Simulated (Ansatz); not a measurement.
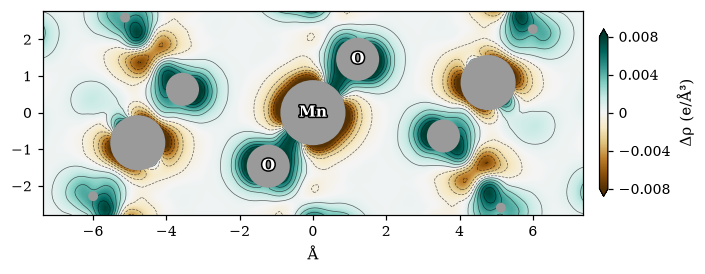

MnO$_{2}$: difference of two self-consistent densities at the same geometry, ρ(PBE+U) − ρ(PBE), on the (111) plane of the conventional cell. Grey discs cover the cores, where the PAW densities can't be compared. Cores are masked to 0.9 Å (Mn) and 0.6 Å (O).

Space group R-3m; spin-polarised. Effective Hubbard U: 3.9 eV on Mn d. The cell comes from a database of computed structures, not from a measurement.

Both runs: Ansatz, scalar-relativistic, plane waves and PAW, same cutoff, k-points and PAW files (made with PBE).

```
CELL_PARAMETERS angstrom
2.85687 0.00000 0.00000
-1.42843 2.47412 0.00000
0.00000 0.00000 13.75179
ATOMIC_POSITIONS crystal
Mn 0.66667 0.33333 0.33333
Mn 0.33333 0.66667 0.66667
Mn 0.00000 0.00000 0.00000
O 0.66667 0.33333 0.59770
O 0.33333 0.66667 0.93103
O 0.00000 0.00000 0.26436
O 0.00000 0.00000 0.73564
O 0.66667 0.33333 0.06897
O 0.33333 0.66667 0.40230
```

### What differs between the two levels of theory?

Against PBE, and outside the masked cores, the largest gain lies at the edge of the masked core of O, and the largest loss lies at the edge of the masked core of Mn.
- Bader charges are Mn +1.86 and O −0.93 e with PBE and Mn +1.91 and O −0.96 e with PBE+U.
- At this volume the pressure is 5 GPa with PBE and 10 GPa with PBE+U.
- The gap on the mesh is 0.87 eV with PBE and 1.97 eV with PBE+U.
- The integrated |spin density| goes from 3.0 to 3.4 μB in the cell of the calculation, and part of the map comes from this change.

Run times: 34 s (PBE+U) and 29 s (base cell), on 2 threads of Intel(R) Xeon(R) Platinum 8259CL CPU @ 2.50GHz (Skylake/Cascade Lake) (shared host).
